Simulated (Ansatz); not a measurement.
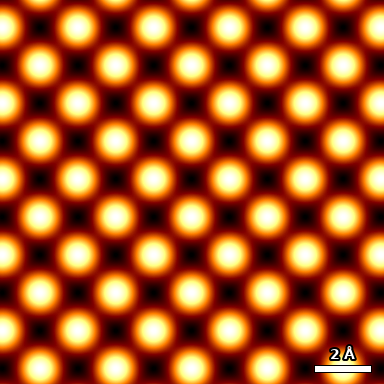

Z-contrast image of Ir (Fd-3m, No. 227). Simulation: incoherent imaging, intensity Z^1.7 per atom, probe width 1.02 Å, thin sample. The display is stretched by a gamma of 0.65; percentages refer to the linear signal. Structure used: the input geometry of an electronic-structure calculation (not necessarily at equilibrium); the starting structure was generated, so it need not be a known form of this composition.

```
Ir
1.0
     5.52714    0.00000    0.00000
     0.00000    5.52714    0.00000
     0.00000    0.00000    5.52714
Ir
8
Direct
  0.75000 0.75000 0.75000
  0.00000 0.50000 0.00000
  0.75000 0.25000 0.25000
  0.00000 0.00000 0.50000
  0.25000 0.75000 0.25000
  0.50000 0.50000 0.50000
  0.25000 0.25000 0.75000
  0.50000 0.00000 0.00000
```

> Which beam direction gives this image, [001], [221], [210] or [110]? (Directions equivalent by symmetry count as one.)

[001]. The projected cells are 1.95 × 1.95 Å, 90° for [001]; 0.65 × 1.95 Å, 90° for [221]; 1.24 × 1.51 Å, 114° for [210]; 3.38 × 3.38 Å, 109° for [110], and the image repeats as the [001] one does.
